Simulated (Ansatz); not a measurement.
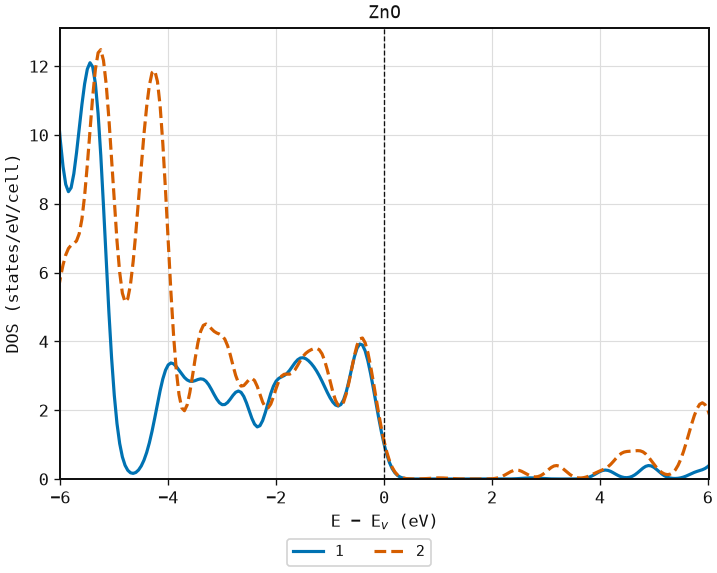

Total densities of states of ZnO, space group P6_3/mmc, 4 atoms in the cell, h-MgO (five-fold) type, by two methods on the same cell. The curves are built from the levels of the k mesh with Gaussians 0.4 eV wide, which also blur the band edges. Each is counted from its own valence-band top.

Question: Which curve is which? The methods: PBE, HSE06.

Answer: 1 is HSE06; 2 is PBE. HSE06 gives a gap of 2.73 eV and PBE gives a gap of 1.02 eV.

Settings. HSE06: DFT, HSE06, plane waves, PAW, no spin polarisation, 6×6×4 k mesh, 420 eV cutoff (Ansatz). PBE: DFT, PBE, plane waves, PAW, no spin polarisation, 6×6×4 k mesh, 420 eV cutoff (Ansatz).
